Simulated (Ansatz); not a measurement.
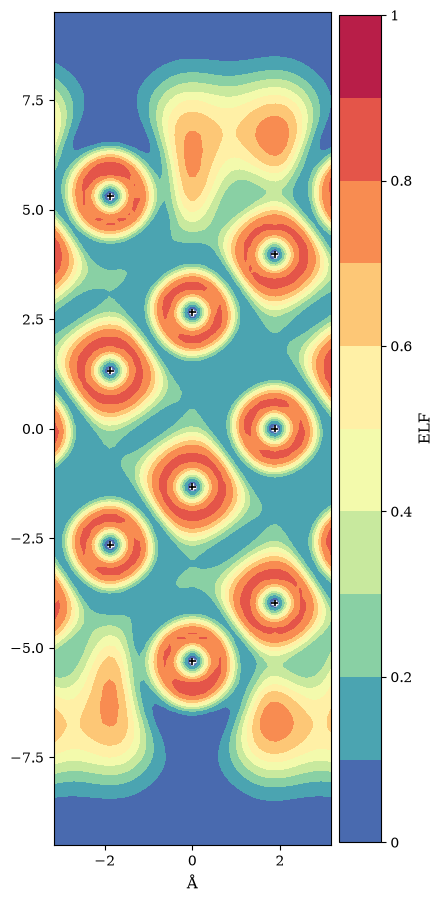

The ELF on a plane through atoms (crosses mark nuclei in the plane).

All numbers below come from DFT PBE, scalar-relativistic, plane waves, PAW (Ansatz).

Candidates:
A. Ru, a = 2.71 Å, b = 2.71 Å, c = 4.28 Å, α = 90.00°, β = 90.00°, γ = 120.00°. Space group P6₃/mmc; computed pressure about 5 GPa in this cell; computed without spin polarisation.
B. Zr5N4 (slab), a = 3.25 Å, b = 3.25 Å, c = 25.61 Å, α = 90.00°, β = 90.00°, γ = 120.00°. Not relaxed (largest force 0.7 eV/Å).

Question: Which candidate gave the map?

Answer: Candidate B: Zr5N4 on the (110) plane of the calculation cell, a cut from vacuum to vacuum, which holds Zr and N. Zr–N (2.30 Å): the ELF peaks at about 0.80 in the valence shell of N, 0.7 Å from its nucleus, and drops to about 0.15 between the two atoms; no localised pair shows between them.
